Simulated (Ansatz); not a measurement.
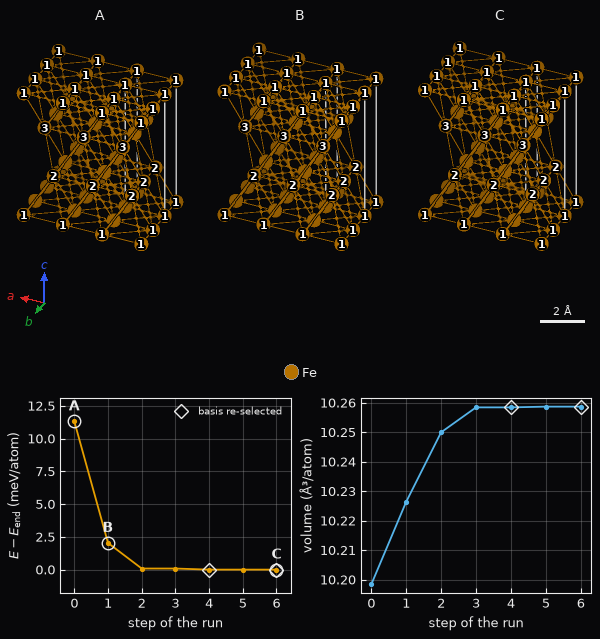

Frames of a relaxation of solid Fe (a generated structure, set up in R-3m), marked on the history of the run. Style: ball-and-stick. Shown: the cell of the calculation, repeated 3 × 3 × 1 with one cell outlined, from a free direction.

Case: stacking ABC.

All numbers below come from Ansatz, DFT PBE, scalar-relativistic, plane waves, PAW. Set-up: plane-wave cutoff 420 eV; k-point mesh 21 × 21 × 8; occupations gaussian; smearing width 0.1 eV; no spin polarisation; cell and atoms relaxed; force threshold 0.01 eV/Å; at most 45 steps.

### Describe the path.

Over 4 accepted moves (6 points after the start) the energy falls by 11.3 meV per atom. All forces vanish by symmetry, so only the cell relaxes. Pressure: 2.06 GPa at the start and 0.00 GPa at the end. At 2 points the geometry stayed and the basis and grid were re-selected for the new cell (energy shift of 0.1 meV per atom at most each time). The atoms keep their places relative to the cell (all moves are under 0.005 Å). The drawn cell changes as follows: a = b 2.461 → 2.439 Å (−0.9 %), c 5.835 → 5.974 Å (+2.4 %); the volume changes by +0.6 %. Some distances before and after: Fe1–Fe2 2.409 → 2.439 Å, Fe1–Fe1 2.461 → 2.439 Å. The space group (tolerance 0.01 Å) goes from R-3m (No. 166) to Fm-3m (No. 225). Cost: 50 s on 2 threads of Arm Neoverse V2, on a shared host, peak memory 0.53 GiB. From step 0 to 1: volume +0.3 %, energy −9.3 meV per atom. From step 1 to 6: volume +0.3 %, energy −2.0 meV per atom.
